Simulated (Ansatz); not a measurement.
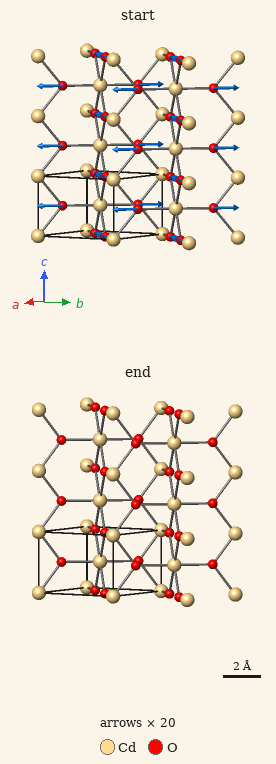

The structure of a crystal of CdO2 (built on the MgH2-136 type type) before (top) and after (bottom) a relaxation, at one scale. The blue arrows give the displacements (the part carried along by the change of the cell is left out), 20 times their true length.

The picture is a ball-and-stick view of the cell of the calculation, repeated 1 × 2 × 3 with one cell outlined, seen from a free direction.

All numbers below come from Ansatz 0.2.0, DFT, PBEsol, plane waves, PAW. Settings: plane-wave cutoff 420 eV; k-point mesh 4 × 4 × 6; occupations fermi dirac; smearing width 0.03 eV; no spin polarisation; cell and atoms relaxed; force threshold 0.01 eV/Å; at most 120 steps.

> What changed between the two?

After 5 accepted moves (7 points after the start) the energy has fallen by 14.8 meV per atom. Largest force component: 0.37 eV/Å at the start, 0.0006 eV/Å at the end. The pressure goes from −1.62 to −0.01 GPa. At 2 points the geometry stayed and the basis and grid were re-selected for the new cell (energy shift of 0.6 meV per atom at most each time). The largest moves relative to the cell, 0.072 Å, are those of O atoms. Cd stays in place. The volume changes by −1.5 %, with a = b 4.906 → 4.826 Å (−1.6 %), c 3.280 → 3.338 Å (+1.8 %). Some distances before and after: Cd–O 2.112 → 2.150 Å, Cd–O 2.128 → 2.093 Å. Among the angles between lasting bonds that change: O–Cd–O 79.2° → 74.2°, O–Cd–O 100.8° → 105.8°, Cd–O–Cd 100.8° → 105.8°. The space group stays P4_2/mnm (No. 136).
